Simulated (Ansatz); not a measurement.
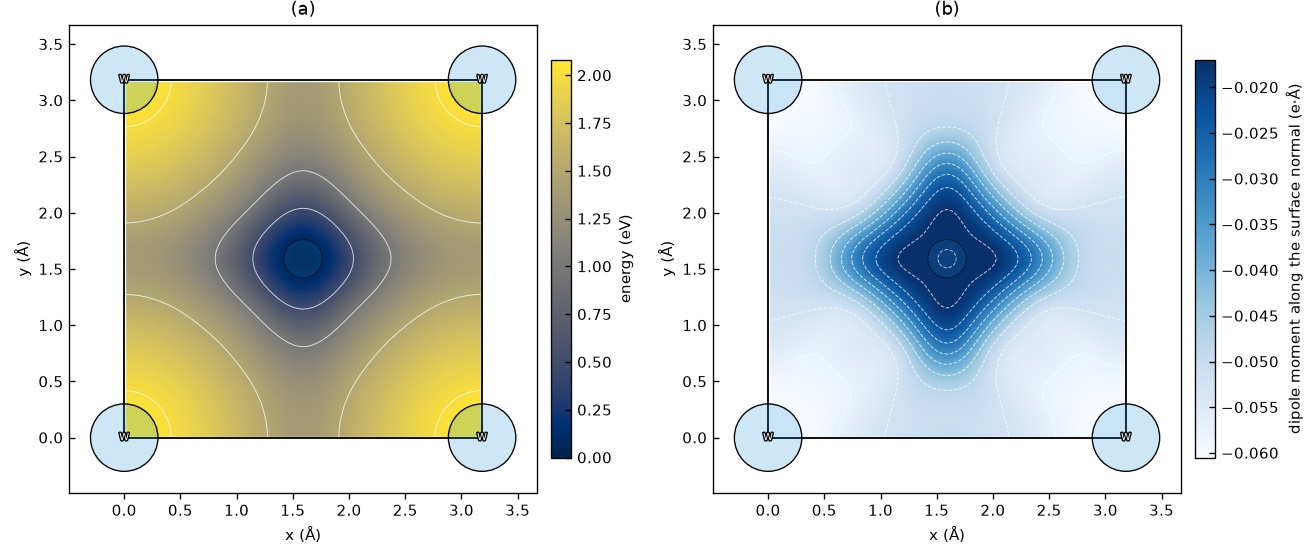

Si on a W(100) slab cut from the Im-3m phase, its upper half relaxed before the scan (4 atoms of substrate and one adsorbate in a 1 × 1 cell). Si is moved over the surface cell; relaxed at each place: the height of the adsorbate's atoms; substrate rigid; the origin of the map has the adsorbate above W4. Places are given modulo a cell vector. The map is drawn in real space over the plane of the surface. The grid has 8 × 8 points; 15 points were computed and 49 follow by symmetry. Energies: eV, counted from the lowest grid point. With one adsorbate in each 1 × 1 cell, its nearest image is 3.2 Å away, so neighbouring adsorbates interact. Computed with Ansatz, DFT PBE, scalar-relativistic, plane waves, PAW. Settings: cutoff 420 eV, k-mesh 8×8×1, gaussian smearing 0.1 eV, no spin polarisation.

Panel (a) is the energy; panel (b) is the computed dipole moment along the surface normal, in e·Å.

Drawn: a smooth colour map with a few white contour lines, labelled circles for the atoms of the top layer and small ones for the second layer, the outline of one cell of the plane. Between grid points the surface is interpolated.

**How does the dipole moment along the surface normal vary over the map, and what is it at the lowest grid point?**

It runs from −0.06 e·Å at the top site over a surface W atom, (0/8, 0/8) of the cell vectors to −0.02 e·Å at (3/8, 4/8) of the cell vectors [nearest 2 W at 2.46 Å]. At the lowest grid point, a fourfold hollow over a second-layer W atom, (4/8, 4/8) of the cell vectors, it is −0.02 e·Å.

PAW datasets: the set soft_1.
